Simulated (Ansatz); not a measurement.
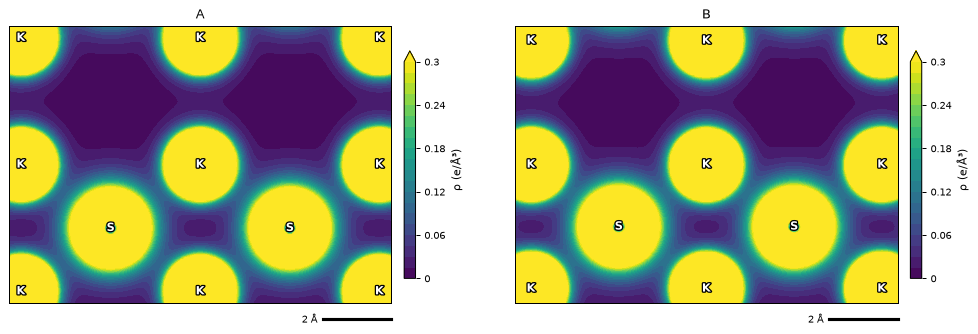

K2S. The valence pseudo-density of two cells that differ in size, on the (101̄) plane of each (indices in the axes of the calculation cell), at one length scale and on one colour scale: A has 33.6 Å³ an atom and B 31.5.

Level of theory: DFT PBE, scalar-relativistic, plane waves, PAW in Ansatz 0.2.0.

In a PAW calculation such maps are meaningful between the atoms, not at the nuclei.

The larger cell:

```xyz
3
Lattice="0.0000 3.6955 3.6955 3.6955 0.0000 3.6955 3.6955 3.6955 0.0000" Properties=species:S:1:pos:R:3 pbc="T T T"
K     1.8478    1.8478    1.8478
K     5.5433    5.5433    5.5433
S     0.0000    0.0000    0.0000
```

The smaller cell: a = 5.113 Å, b = 5.113 Å, c = 5.113 Å, α = 60.00°, β = 60.00°, γ = 60.00°.

What does the compression do to the bonding and the properties?

From the larger cell to the smaller, K–S goes from 3.20 to 3.13 Å, and the density at its midpoint from 0.11 to 0.12 e/Å³; the pressure goes from 0.6 to 2.1 GPa; the Kohn–Sham gap goes from 2.4 eV to 2.6 eV.
